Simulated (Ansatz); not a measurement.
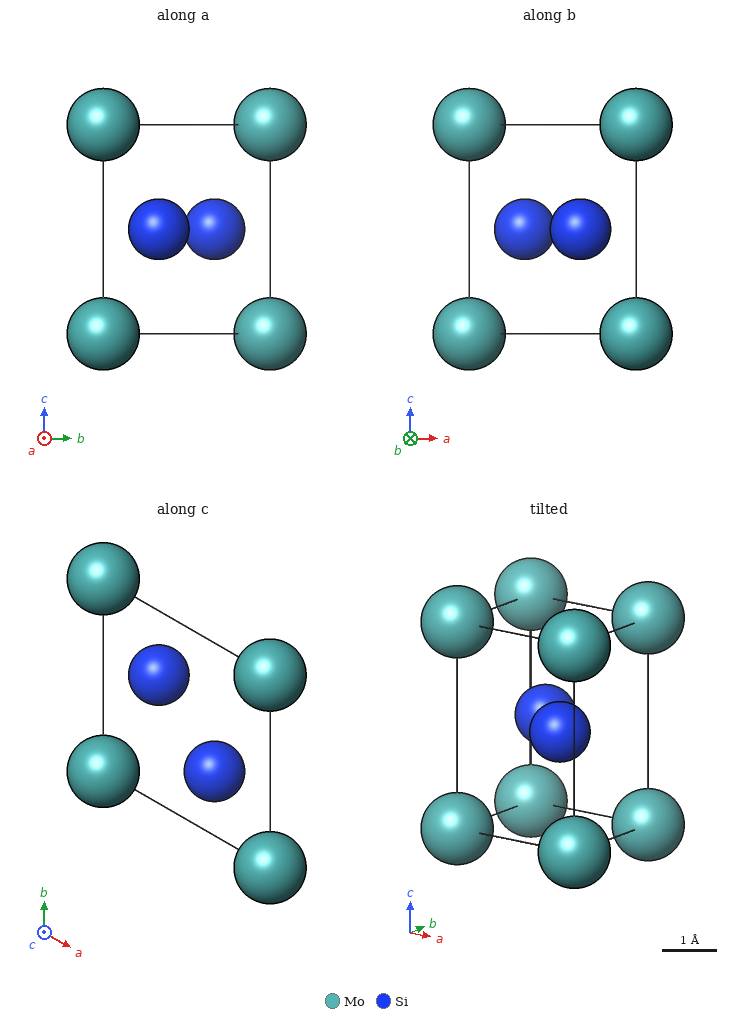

The figure gives a spheres-only picture of the atoms, viewed along the a axis, along the b axis, along the c axis and slightly off an axis. One conventional unit cell is outlined, and atoms on its boundary appear in each equivalent place.

Lattice parameters: a = 3.6110 Å, b = 3.6110 Å, c = 3.9241 Å, α = 90.000°, β = 90.000°, γ = 120.000°.

Set out the cell and atoms as a CIF with its space group and independent sites.

Answer.
```cif
data_structure
_symmetry_space_group_name_H-M 'P 6/m m m'
_symmetry_Int_Tables_number 191
_cell_length_a 3.6110
_cell_length_b 3.6110
_cell_length_c 3.9241
_cell_angle_alpha 90.000
_cell_angle_beta 90.000
_cell_angle_gamma 120.000
_cell_volume 44.31
loop_
_atom_site_label
_atom_site_type_symbol
_atom_site_symmetry_multiplicity
_atom_site_Wyckoff_symbol
_atom_site_fract_x
_atom_site_fract_y
_atom_site_fract_z
_atom_site_occupancy
Mo1 Mo 1 a 0.0000 0.0000 0.0000 1
Si1 Si 2 d 0.3333 0.6667 0.5000 1
```

Shown is a generated cell, made by putting these elements into a known structure type (the compound may or may not exist in this form), as it stood before any relaxation. Ansatz was used for an electronic-structure calculation on it.

At this level of theory the cell isn't at rest (compressed, at 14 GPa), so its distances can differ from those at equilibrium, the more so the softer the solid.
